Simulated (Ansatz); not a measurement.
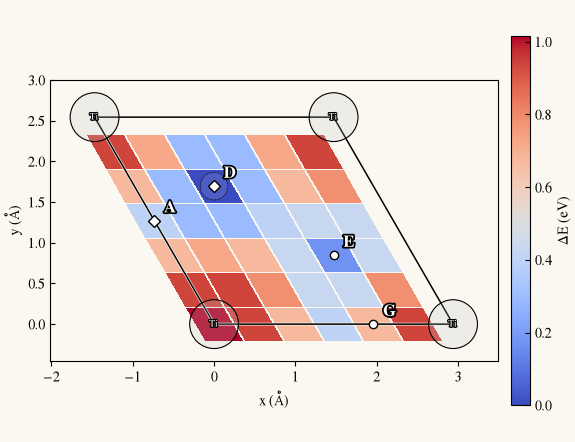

Si on a Ti(001) slab cut from the P6_3/mmc phase, its upper half relaxed before the scan (16 atoms of substrate and one adsorbate in a 2 × 2 cell). 
- Si is moved over the surface cell; relaxed at each place: the height of the adsorbate's atoms; substrate rigid; the origin of the map has the adsorbate above Ti13.
- Places are given modulo a cell vector. The map is drawn in real space over the plane of the surface.
- The grid has 6 × 6 points; 10 points were computed and 26 follow by symmetry.
- Places are given in fractions of the 1 × 1 surface cell.
- Energies: eV, counted from the lowest grid point.
- Theory: Ansatz 0.2.0, DFT PBE, scalar-relativistic, plane waves, PAW. Settings: cutoff 420 eV, k-mesh 6×6×1, gaussian smearing 0.1 eV, no spin polarisation.

In the figure: one coloured cell a grid point, labelled circles for the atoms of the top layer and small ones for the second layer, the outline of one cell of the plane, lettered points.

> Is G the lowest point of the computed grid?

No. G lies 0.67 eV above the lowest grid point, which is at a threefold hollow over a second-layer Ti atom, (2/6, 4/6) of the cell vectors.

> What kind of point is each of A, D, E, G: minimum, saddle, maximum or slope?

A: saddle point; D: minimum; E: minimum; G: on a slope. (In these two coordinates alone; a stationary point may lie a little off the grid point.)

> Rank the lettered points by energy, lowest first.

D (0.00 eV), E (0.17 eV), A (0.40 eV), G (0.67 eV).

PAW datasets: the set soft_1.
